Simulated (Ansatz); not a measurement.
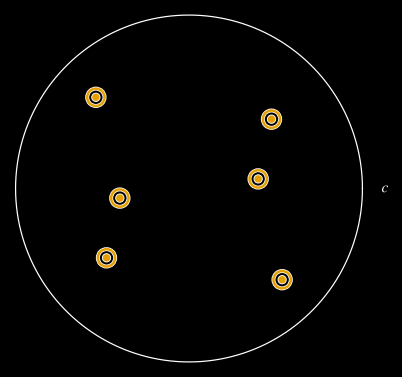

Stereographic projection: filled dots lie in the upper hemisphere, open rings in the lower. The a axis points at the viewer. The poles are all faces of one general form. Computed from the symmetry operations of a computed or model structure of composition SnO2, which need not be its known form.

Question: Which point group is this?

Answer: -3m (D3d), order 12, trigonal system: one threefold axis, three twofold axes, three mirror planes, an inversion centre.

Question: Can such a crystal be piezoelectric, pyroelectric or chiral?

Answer: It is centrosymmetric, so neither piezoelectric nor pyroelectric; it is not chiral.
